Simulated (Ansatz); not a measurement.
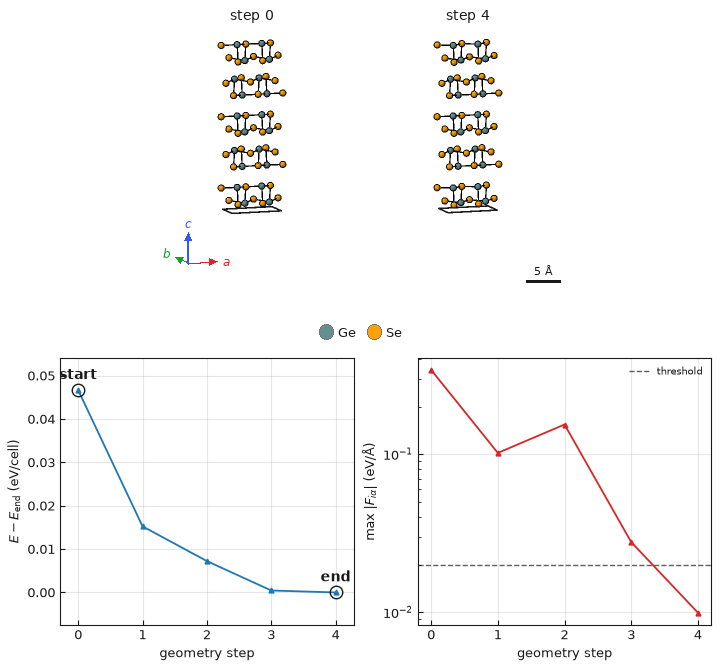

First and last geometry of a relaxation of a slab of composition GeSe (cut from the Pnma phase), with the history of the run. The picture is a ball-and-stick view of the 2 × 1 repeat of the cell, outlined in the plane, without the vacuum, seen slightly off an axis.

Case: (1 0 0) slab, atoms relaxed. The slab is the (1 0 0) face of GeSe.

The calculation used Ansatz 0.2.0, DFT PBEsol, scalar-relativistic, plane waves, PAW. Set-up: plane-wave cutoff 420 eV; k-point mesh 9 × 8 × 1; occupations gaussian; smearing width 0.05 eV; no spin polarisation; dipole correction; atoms relaxed in a fixed cell; force threshold 0.02 eV/Å; at most 60 steps.

Question: Did the run converge, and what did it change?

Answer: It converged. The largest moves relative to the layer's centre, 0.12 Å, are those of Ge atoms. Largest moves by element: Ge 0.12 Å, Se 0.08 Å. The cell stays as it was. Among the contacts that change: Ge–Se 2.570 → 2.512 Å, Ge–Se 2.570 → 2.552 Å, Ge–Se 2.586 → 2.599 Å. Bond angles that change, for instance: Ge–Se–Ge 102.2° → 98.4°, Se–Ge–Se 90.5° → 94.0°, Se–Ge–Se 90.5° → 93.4°. After 4 geometry steps the energy has fallen by 46.7 meV per cell of the calculation. Largest force component: 0.34 eV/Å at the start, 0.0099 eV/Å at the end. Cost: 29 min on 2 threads of Intel(R) Xeon(R) Processor @ 2.50GHz (Skylake/Cascade Lake), on a shared host, peak memory 2.8 GiB.
